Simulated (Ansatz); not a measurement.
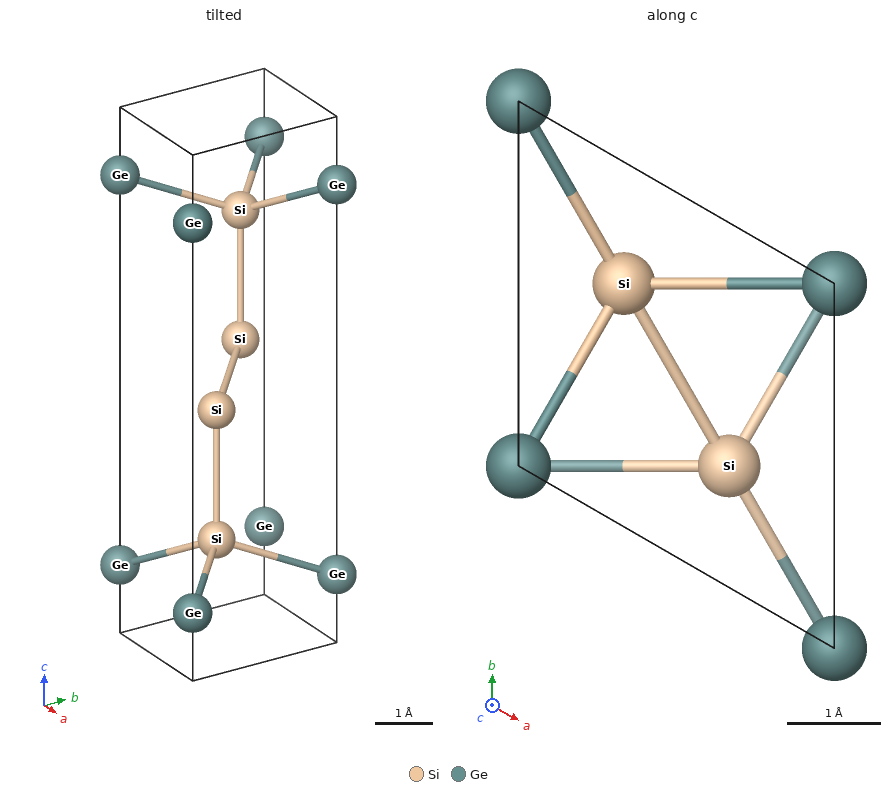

We look at a ball-and-stick model of the crystal slightly off an axis and along the c axis. The parallelepiped is the conventional unit cell. Cell: a = 3.93 Å, b = 3.93 Å, c = 9.62 Å, α = 90.00°, β = 90.00°, γ = 120.00°.

Origin of the cell: a structure type filled with these elements by a generator (whether the compound takes this form wasn't checked). Earlier steps of the study, as a rule a relaxation of our own, may have changed the cell and positions, so they can lie some per cent off the listed ones. It was run through Ansatz as a DFT input.

Caption:

The solid is Si$_{2}$Ge. The lattice is primitive hexagonal and the space group P-3m1 (No. 164). It has 6 atoms to the cell (4 Si, 2 Ge). Neighbours within bonding distance: Si 4 and Ge 4.

Electronic-structure method: DFT PBE, scalar-relativistic, plane waves, PAW (Ansatz 0.2.0). Parameters: wavefunction cutoff 420 eV, a 12×12×4 mesh of k-points, Gaussian smearing of 0.02 eV, no spin polarisation.

Is it conducting or gapped at this level?

A semiconductor at this level, with a gap of 0.60 eV, indirect.

How charged are the atoms, by the Bader scheme?

Si +0.01 to +0.19 e; Ge -0.19 e.

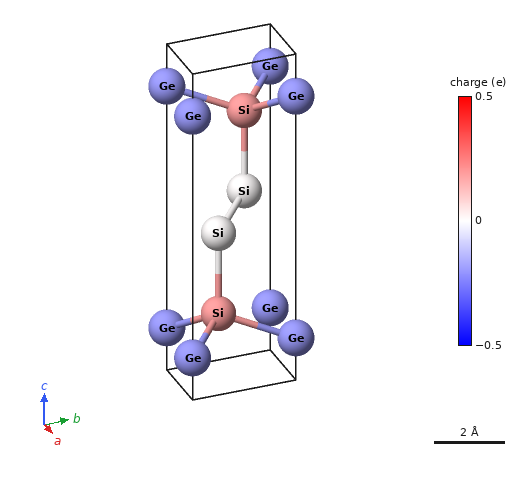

The atoms coloured by those charges. The run's cell of 6 atoms is drawn.

Does the calculation find this structure at rest?

Yes. All forces vanish to within 0.01 eV/Å. The pressure is 0.0 GPa, close to zero.
